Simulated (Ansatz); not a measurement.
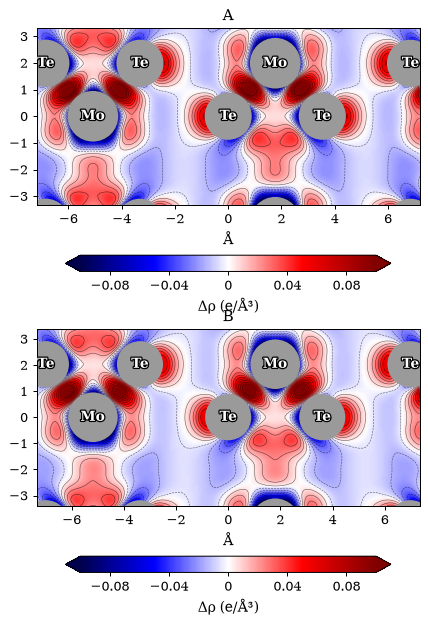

Te₂Mo: deformation density on the (110) plane of the conventional cell at two volumes, with the same fractional coordinates and one colour scale. Grey discs cover the cores. Panel A has 94 % of the volume of panel B.

Space group P6_3/mmc.

These are results of DFT r2SCAN, scalar-relativistic, plane waves, PAW in Ansatz, not measurements.

### What changes between the database cell and the scaled one?

From B to A, Mo–Te goes from 2.72 to 2.66 Å, and Δρ at its midpoint from +0.106 to +0.111 e/Å³.
The pressure is 2.2 GPa in B and 9.9 GPa in A.
Bader charges in B: Te −0.33 and Mo +0.67 e; in A: Te −0.31 and Mo +0.62 e.
The rearranged charge is 0.26 e an atom in B and 0.26 e in A.
The scaled cell isn't relaxed: forces reach 0.9 eV/Å.
